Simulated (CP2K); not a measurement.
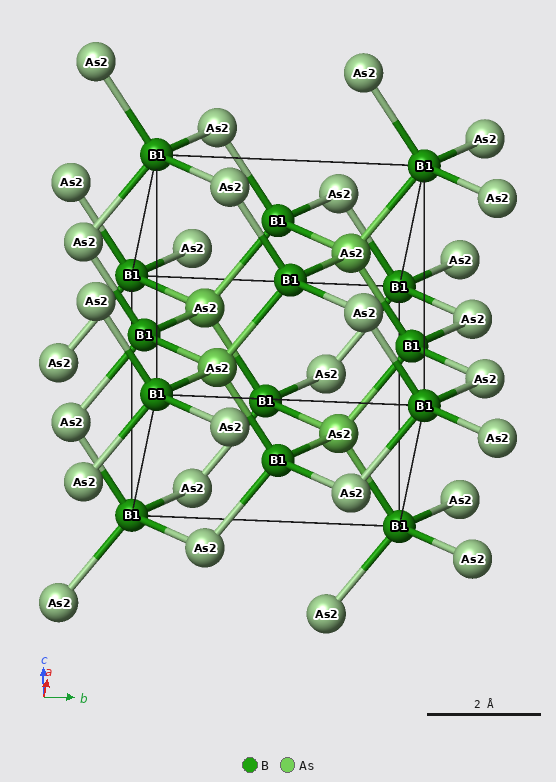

**Figure 1.** The structure (ball-and-stick view of the cell 4 times as large as that of the calculation, set on its symmetry axes, seen at an oblique angle; neighbours outside the cell are drawn fainter; atoms are numbered from 1 in the order of the input). Near neighbours in the crystal (not all of them lie inside the picture): B has 4 As at 2.07 Å; As has 4 B at 2.07 Å.

# Run report: BAs, single-point calculation

The run: single-point calculation of BAs (F-43m, 2 atoms in the cell). Method and program: with the settings of its input (CP2K 2026.2).

The structure was built on a prototype by a generator. The geometry comes from this level: r2SCAN. It belongs to a series of runs on one base structure; here: XC_FUNCTIONAL = PADE.

Input
```
&GLOBAL
 PROJECT run
 RUN_TYPE ENERGY_FORCE
 PRINT_LEVEL LOW
&END GLOBAL
&FORCE_EVAL
 METHOD QS
 STRESS_TENSOR ANALYTICAL
 &DFT
  BASIS_SET_FILE_NAME BASIS_MOLOPT
  POTENTIAL_FILE_NAME GTH_POTENTIALS
  &QS
   EXTRAPOLATION USE_GUESS
  &END QS
  &MGRID
   CUTOFF 350
   REL_CUTOFF 50
  &END MGRID
  &XC
   &XC_FUNCTIONAL PADE
   &END XC_FUNCTIONAL
  &END XC
  &KPOINTS
   SCHEME MONKHORST-PACK 5 5 5
   SYMMETRY F
   FULL_GRID F
  &END KPOINTS
  &SCF
   ADDED_MOS 8
   EPS_SCF 1e-6
   MAX_SCF 80
   &DIAGONALIZATION
   &END DIAGONALIZATION
   &MIXING
    METHOD BROYDEN_MIXING
    ALPHA 0.3
   &END MIXING
   &SMEAR
    METHOD FERMI_DIRAC
    ELECTRONIC_TEMPERATURE [K] 232
   &END SMEAR
   &PRINT
    &ITERATION_INFO
    &END ITERATION_INFO
   &END PRINT
  &END SCF
  &PRINT
   &BAND_STRUCTURE
    FILE_NAME bands.bs
    ADDED_MOS 6
    &KPOINT_SET
     UNITS B_VECTOR
     SPECIAL_POINT 0.00000000 0.00000000 0.00000000
     NPOINTS 0
    &END KPOINT_SET
    &KPOINT_SET
     UNITS B_VECTOR
     SPECIAL_POINT -0.50000000 -0.50000000 0.00000000
     NPOINTS 0
    &END KPOINT_SET
    &KPOINT_SET
     UNITS B_VECTOR
     SPECIAL_POINT -0.37500000 -0.37500000 0.25000000
     NPOINTS 0
    &END KPOINT_SET
    &KPOINT_SET
     UNITS B_VECTOR
     SPECIAL_POINT -0.37500000 0.00000000 0.37500000
     NPOINTS 0
    &END KPOINT_SET
    &KPOINT_SET
     UNITS B_VECTOR
     SPECIAL_POINT 0.00000000 0.00000000 0.50000000
     NPOINTS 0
    &END KPOINT_SET
    &KPOINT_SET
     UNITS B_VECTOR
     SPECIAL_POINT -0.50000000 -0.25000000 0.25000000
     NPOINTS 0
    &END KPOINT_SET
    &KPOINT_SET
     UNITS B_VECTOR
     SPECIAL_POINT 0.00000000 0.39843700 0.39843800
     NPOINTS 0
    &END KPOINT_SET
   &END BAND_STRUCTURE
  &END PRINT
 &END DFT
 &SUBSYS
  &CELL
   A 3.38261161 0.00000000 0.00000000
   B 1.69130580 2.92942758 0.00000000
   C 1.69130580 0.97647586 2.76189081
  &END CELL
  &COORD
   SCALED
   B -0.00000000 0.00000000 0.00000000
   As 0.25000000 0.25000000 0.25000000
  &END COORD
  &KIND B
   BASIS_SET SZV-MOLOPT-SR-GTH
   POTENTIAL GTH-PBE
  &END KIND
  &KIND As
   BASIS_SET SZV-MOLOPT-SR-GTH
   POTENTIAL GTH-PBE
  &END KIND
 &END SUBSYS
 &PRINT
  &STRESS_TENSOR
  &END STRESS_TENSOR
  &FORCES
  &END FORCES
 &END PRINT
&END FORCE_EVAL
```

Command:
```bash
cp2k.psmp -i run.inp
```

The program's output
```
CP2K| version string:                                       CP2K version 2026.2
 CP2K|            -lib tblite libvori libbqb
 CP2K| Input file name                                                   run.inp

 GLOBAL| Force Environment number                                              1
 GLOBAL| Cholesky decomposition library                                ScaLAPACK
 GLOBAL| Direct generalized diagonalization requested                          F
 GLOBAL| Matrix multiplication library                                 ScaLAPACK

 GENERATE|  Preliminary Number of Bonds generated:                             0
 GENERATE|  Achieved consistency in connectivity generation.

 *******************************************************************************
 *******************************************************************************
 **                                                                           **
 **     #####                         ##              ##                      **
 **    ##   ##            ##          ##              ##                      **
 **   ##     ##                       ##            ######                    **
 **   ##     ##  ##   ##  ##   #####  ##  ##   ####   ##    #####    #####    **
 **   ##     ##  ##   ##  ##  ##      ## ##   ##      ##   ##   ##  ##   ##   **
 **   ##  ## ##  ##   ##  ##  ##      ####     ###    ##   ######   ######    **
 **    ##  ###   ##   ##  ##  ##      ## ##      ##   ##   ##       ##        **
 **     #######   #####   ##   #####  ##  ##  ####    ##    #####   ##        **
 **           ##                                                    ##        **
 **                                                                           **
 **                                                ... make the atoms dance   **
 **                                                                           **
 **                      J. Chem. Phys. 152, 194103 (2020)                    **
 **                                                                           **
 *******************************************************************************

 *** available. The full set of unoccupied MOs will be used. Use           ***
 *** 'ADDED_MOS -1' to always use all available MOs and to get rid of this ***
 *** warning.                                                              ***

 TOTAL NUMBERS AND MAXIMUM NUMBERS

  Total number of            - Atomic kinds:                                   2
                             - Atoms:                                          2
                             - Shell sets:                                     2
                             - Shells:                                         4
                             - Primitive Cartesian functions:                  8
                             - Cartesian basis functions:                      8
                             - Spherical basis functions:                      8

  Maximum angular momentum of- Orbital basis functions:                        1
                             - Local part of the GTH pseudopotential:          2
                             - Non-local part of the GTH pseudopotential:      4

 SCF PARAMETERS         Density guess:                                    ATOMIC
                        --------------------------------------------------------
                        max_scf:                                              80
                        max_scf_history:                                       0
                        max_diis:                                              4
                        --------------------------------------------------------
                        eps_scf:                                        1.00E-06
                        eps_scf_history:                                0.00E+00
                        eps_diis:                                       1.00E-01
                        eps_eigval:                                     1.00E-05
                        --------------------------------------------------------
                        level_shift [a.u.]:                             0.000000
                        added MOs                                         4    0
                        --------------------------------------------------------
                        Mixing method:                            BROYDEN_MIXING
                                                charge density mixing in g-space
                        --------------------------------------------------------
                        Smear method:                                FERMI_DIRAC
                        Electronic temperature [K]:                        232.0
                        Electronic temperature [a.u.]:                  7.35E-04
                        Accuracy threshold:                             1.00E-10
                        --------------------------------------------------------
                        No outer SCF

 Extrapolation method: initial_guess

 Number of electrons:                                                          8
 Number of occupied orbitals:                                                  4
 Number of molecular orbitals:                                                 8

 Number of orbital functions:                                                  8
 Number of independent orbital functions:                                      8

 SCF WAVEFUNCTION OPTIMIZATION

  ------------------------------------------------------------------------------
     1 NoMix/Diag. 0.30E+00    0.2     1.27503873        -9.1095128134 -9.11E+00
     2 Broy./Diag. 0.30E+00    0.2     0.02649425        -9.1278706550 -1.84E-02
     3 Broy./Diag. 0.30E+00    0.2     0.02055584        -9.1065634027  2.13E-02
     4 Broy./Diag. 0.30E+00    0.2     0.00273370        -9.0858799997  2.07E-02
     5 Broy./Diag. 0.30E+00    0.3     0.00029378        -9.0851175039  7.62E-04
     6 Broy./Diag. 0.30E+00    0.3     0.00004372        -9.0854806339 -3.63E-04
     7 Broy./Diag. 0.30E+00    0.2     0.00000585        -9.0855357462 -5.51E-05
     8 Broy./Diag. 0.30E+00    0.2     0.00000300        -9.0855960699 -6.03E-05
     9 Broy./Diag. 0.30E+00    0.2     0.00000005        -9.0855975743 -1.50E-06

  *** SCF run converged in     9 steps ***

  Electronic density on regular grids:         -7.9999999994        0.0000000006
  Core density on regular grids:                7.9999999982       -0.0000000018
  Total charge density on r-space grids:       -0.0000000012
  Total charge density g-space grids:          -0.0000000012

  Overlap energy of the core charge distribution:               0.00000007023629
  Self energy of the core charge distribution:                -19.62168858820840
  Core Hamiltonian energy:                                      5.24262753293274
  Hartree energy:                                               7.97263023143822
  Exchange-correlation energy:                                 -2.67916682074374
  Electronic entropic energy:                                  -0.00000000000000
  Fermi energy:                                                 0.33777809952559

  Total energy:                                                -9.08559757434488
  Total energy (extrapolated to T->0):                         -9.08559757434488

 KPOINTS| Band Structure Calculation
 KPOINTS| Number of k-point sets                                               7
 KPOINTS| Number of added MOs/bands                                            6
 KPOINTS| Number of k-points in set    1                                       1
 KPOINTS| In units of b-vector [2pi/Bohr]
 KPOINTS| Special point     1 not specifi     0.000000     0.000000     0.000000
 KPOINTS| Time for k-point line                                            0.001
 KPOINTS| Number of k-points in set    2                                       1
 KPOINTS| In units of b-vector [2pi/Bohr]
 KPOINTS| Special point     1 not specifi    -0.500000    -0.500000     0.000000
 KPOINTS| Time for k-point line                                            0.001
 KPOINTS| Number of k-points in set    3                                       1
 KPOINTS| In units of b-vector [2pi/Bohr]
 KPOINTS| Special point     1 not specifi    -0.375000    -0.375000     0.250000
 KPOINTS| Time for k-point line                                            0.001
 KPOINTS| Number of k-points in set    4                                       1
 KPOINTS| In units of b-vector [2pi/Bohr]
 KPOINTS| Special point     1 not specifi    -0.375000     0.000000     0.375000
 KPOINTS| Time for k-point line                                            0.001
 KPOINTS| Number of k-points in set    5                                       1
 KPOINTS| In units of b-vector [2pi/Bohr]
 KPOINTS| Special point     1 not specifi     0.000000     0.000000     0.500000
 KPOINTS| Time for k-point line                                            0.001
 KPOINTS| Number of k-points in set    6                                       1
 KPOINTS| In units of b-vector [2pi/Bohr]
 KPOINTS| Special point     1 not specifi    -0.500000    -0.250000     0.250000
 KPOINTS| Time for k-point line                                            0.001
 KPOINTS| Number of k-points in set    7                                       1
 KPOINTS| In units of b-vector [2pi/Bohr]
 KPOINTS| Special point     1 not specifi     0.000000     0.398437     0.398438
 KPOINTS| Time for k-point line                                            0.001

 ENERGY| Total FORCE_EVAL ( QS ) energy [hartree]             -9.085597906243200

 FORCES| Atomic forces [hartree/bohr]
 FORCES|   Atom     x               y               z               |f|
 FORCES|      1 -5.22297860E-10  7.98759616E-08  1.26091702E-08   8.08667620E-08
 FORCES|      2  5.19554379E-10 -7.98823410E-08 -1.26099861E-08   8.08731729E-08
 FORCES| Sum    -2.74348091E-12 -6.37943735E-12 -8.15868681E-13
 FORCES| Total atomic force                                       6.99210627E-12

 STRESS| Analytical stress tensor [bar]
 STRESS|                        x                   y                   z
 STRESS|      x        7.07842490350E+04   5.13650830076E-03   3.63205680084E-03
 STRESS|      y        5.13650830076E-03   7.07814376016E+04  -1.42044461569E-01
 STRESS|      z        3.63205680084E-03  -1.42044461569E-01   7.07839774032E+04
 STRESS| 1/3 Trace                                             7.07832213466E+04
 STRESS| Determinant                                           3.54642655572E+14

 STRESS| Eigenvectors and eigenvalues of the analytical stress tensor [bar]
 STRESS|                        1                   2                   3
 STRESS| Eigenvalues   7.07814296720E+04   7.07839852804E+04   7.07842490874E+04
 STRESS|      x          -0.001890756273     -0.012663593532      0.999918025860
 STRESS|      y           0.998447463352     -0.055688994942      0.001182694959
 STRESS|      z           0.055669452716      0.998367852668      0.012749227155
```

File bands.bs
```
# Set 1: 1 special points, 1 k-points, 8 bands
#  Special point 1          0.00000000     0.00000000     0.00000000  not specified
#  Point 1      Spin 1:     0.00000000     0.00000000     0.00000000       1.00000000
#   Band    Energy [eV]     Occupation
       1    -8.32311122     2.00000000
       2     7.48126777     2.00000000
       3     7.48126879     2.00000000
       4     7.48126959     2.00000000
       5    11.56624447     0.00000000
       6    11.56624573     0.00000000
       7    11.56624722     0.00000000
       8    13.14825561     0.00000000
# Set 2: 1 special points, 1 k-points, 8 bands
#  Special point 1         -0.50000000    -0.50000000     0.00000000  not specified
#  Point 1      Spin 1:    -0.50000000    -0.50000000     0.00000000       1.00000000
#   Band    Energy [eV]     Occupation
       1    -4.17271512     2.00000000
       2    -1.51585637     2.00000000
       3     2.90590151     2.00000000
       4     2.90590204     2.00000000
       5    12.48753581     0.00000000
       6    12.61459330     0.00000000
       7    19.42925539     0.00000000
       8    19.42925776     0.00000000
# Set 3: 1 special points, 1 k-points, 8 bands
#  Special point 1         -0.37500000    -0.37500000     0.25000000  not specified
#  Point 1      Spin 1:    -0.37500000    -0.37500000     0.25000000       1.00000000
#   Band    Energy [eV]     Occupation
       1    -4.20569689     2.00000000
       2    -1.11467957     2.00000000
       3     1.00091441     2.00000000
       4     3.55273046     2.00000000
       5    12.86070059     0.00000000
       6    16.01033764     0.00000000
       7    18.04975999     0.00000000
       8    19.31225825     0.00000000
# Set 4: 1 special points, 1 k-points, 8 bands
#  Special point 1         -0.37500000     0.00000000     0.37500000  not specified
#  Point 1      Spin 1:    -0.37500000     0.00000000     0.37500000       1.00000000
#   Band    Energy [eV]     Occupation
       1    -4.20569690     2.00000000
       2    -1.11467957     2.00000000
       3     1.00091441     2.00000000
       4     3.55273048     2.00000000
       5    12.86070062     0.00000000
       6    16.01033760     0.00000000
       7    18.04975999     0.00000000
       8    19.31225825     0.00000000
# Set 5: 1 special points, 1 k-points, 8 bands
#  Special point 1          0.00000000     0.00000000     0.50000000  not specified
#  Point 1      Spin 1:     0.00000000     0.00000000     0.50000000       1.00000000
#   Band    Energy [eV]     Occupation
       1    -5.46711985     2.00000000
       2    -1.85374447     2.00000000
       3     5.33256547     2.00000000
       4     5.33256614     2.00000000
       5    11.87283992     0.00000000
       6    14.67507809     0.00000000
       7    14.67507965     0.00000000
       8    20.32250047     0.00000000
# Set 6: 1 special points, 1 k-points, 8 bands
#  Special point 1         -0.50000000    -0.25000000     0.25000000  not specified
#  Point 1      Spin 1:    -0.50000000    -0.25000000     0.25000000       1.00000000
#   Band    Energy [eV]     Occupation
       1    -4.00346864     2.00000000
       2    -1.00811653     2.00000000
       3     1.44723915     2.00000000
       4     1.87637442     2.00000000
       5    14.91218689     0.00000000
       6    16.84390473     0.00000000
       7    17.06506391     0.00000000
       8    18.79021505     0.00000000
# Set 7: 1 special points, 1 k-points, 8 bands
#  Special point 1          0.00000000     0.39843700     0.39843800  not specified
#  Point 1      Spin 1:     0.00000000     0.39843700     0.39843800       1.00000000
#   Band    Energy [eV]     Occupation
       1    -5.12887056     2.00000000
       2    -0.25424823     2.00000000
       3     3.15757945     2.00000000
       4     3.15758083     2.00000000
       5    11.48564412     0.00000000
       6    13.98574260     0.00000000
       7    18.80942444     0.00000000
       8    18.80943007     0.00000000
```

Summary

```json
{"quantity": "outcome", "value": "converged"}
{"quantity": "space group (tolerance 0.01 Å)", "value": "F-43m (216)"}
{"quantity": "electrons treated", "value": "8"}
{"quantity": "free energy", "value": "−247.2317 eV"}
{"quantity": "band gap", "value": "4.00 eV"}
{"quantity": "pressure", "value": "7.08 GPa"}
{"quantity": "largest force (length of the vector)", "value": "under 0.001 eV/Å"}
{"quantity": "hardware", "value": "2 threads of Arm Neoverse V1, 112 GiB of memory available, shared host"}
{"quantity": "wall time", "value": "3 s (CPU time 5.2 s)"}
{"quantity": "peak memory", "value": "0.18 GiB"}
```

Remarks

Settings chosen away from the usual ones: XC_FUNCTIONAL = PADE. The cell is under a pressure of 7.1 GPa at this level, so it is not at its equilibrium volume.
